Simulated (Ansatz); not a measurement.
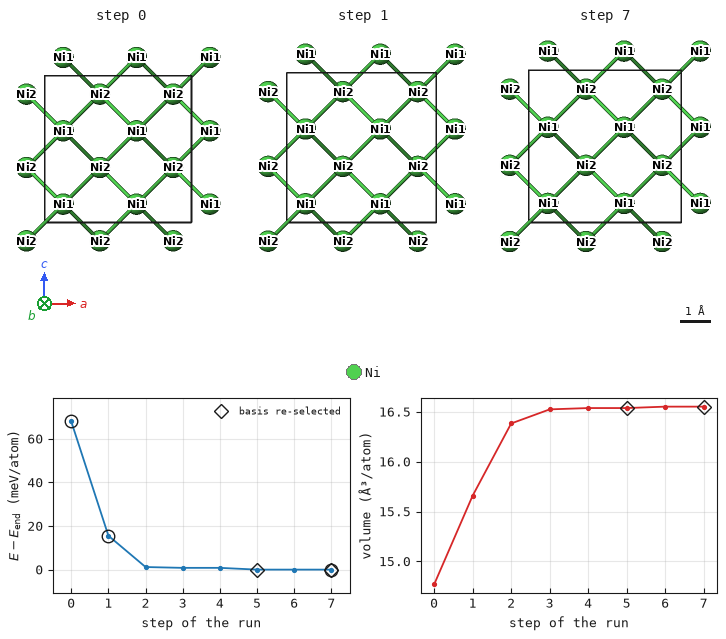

Frames of a relaxation of crystalline Ni (a generated structure, set up in Fd-3m), marked on the history of the run. The picture is a ball-and-stick view of the conventional cell (4 times the calculation's cell), seen along the b axis. Lengths and directions refer to the drawn axes.

Phase: diamond.

Method: Ansatz 0.2.0, DFT, PBE, plane waves (420 eV) with PAW, scalar-relativistic. Settings: plane-wave cutoff 420 eV; k-point mesh 11 × 11 × 11; occupations fermi dirac; smearing width 0.1 eV; no spin polarisation; cell and atoms relaxed; force threshold 0.01 eV/Å; at most 60 steps.

Describe the path.

Answer. No atom moves by more than 0.005 Å relative to the cell. Cell: a = b = c 4.907 → 5.097 Å (+3.9 %). Volume +12.1 %. Near-neighbour distances that change, for instance: Ni1–Ni2 2.125 → 2.207 Å. The space group stays Fd-3m (No. 227). Over 5 accepted moves (7 points after the start) the energy falls by 67.9 meV per atom. All forces vanish by symmetry, so only the cell relaxes. Pressure: 13.62 GPa at the start and 0.00 GPa at the end. At 2 points the geometry stayed and the basis and grid were re-selected for the new cell (energy shift of 0.8 meV per atom at most each time). From step 0 to 1: volume +6.0 %, energy −52.4 meV per atom. From step 1 to 7: volume +5.7 %, energy −15.5 meV per atom.
